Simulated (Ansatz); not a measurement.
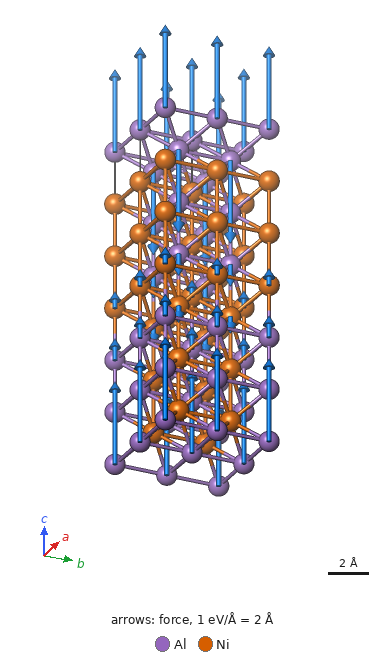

Starting geometry of an interface cell of composition AlNi with the computed forces as blue arrows. A ball-and-stick model of the cell of the calculation, repeated 2 × 2 × 1 with one cell outlined, seen from a free direction.

Case: antiphase boundary on (0 0 1), species swapped.

Computed with Ansatz 0.2.0, DFT PBE, scalar-relativistic, plane waves, PAW. Set-up: plane-wave cutoff 420 eV; k-point mesh 12 × 12 × 2; occupations gaussian; smearing width 0.1 eV; no spin polarisation; cell relaxed at fixed a, b, alpha, beta, gamma; force threshold 0.02 eV/Å; at most 45 steps.

Is this structure relaxed? If not, where do the atoms go?

Answer. It isn't relaxed: the largest force vector, on Al atoms, is 2.31 eV/Å. The final displacements follow the starting forces only in part (cosine between the two patterns 0.61). The largest moves relative to the cell, 0.25 Å, are those of Al atoms. Largest moves by element: Al 0.25 Å, Ni 0.17 Å. The volume changes by +1.7 %, with a = b unchanged at 2.893 Å, c 17.359 → 17.658 Å (+1.7 %). Near-neighbour distances that change, for instance: Al–Al 2.505 → 2.840 Å, Al–Ni 2.893 → 2.799 Å, Ni–Ni 2.893 → 2.807 Å, Al–Ni 2.505 → 2.431 Å. Over 4 accepted moves (5 points after the start) the energy falls by 0.532 eV per cell of the calculation. The largest force component goes from 2.3 to 0.012 eV/Å. The pressure goes from 2.52 to 0.37 GPa. The SCF was repeated once at an unchanged geometry on a basis and grid sized afresh for the cell, which shifted the energy by 1.1 meV per cell of the calculation at most. The run took 43 s on 4 threads of Intel(R) Xeon(R) 6975P-C (Granite Rapids) (shared host), peak memory 0.93 GiB.
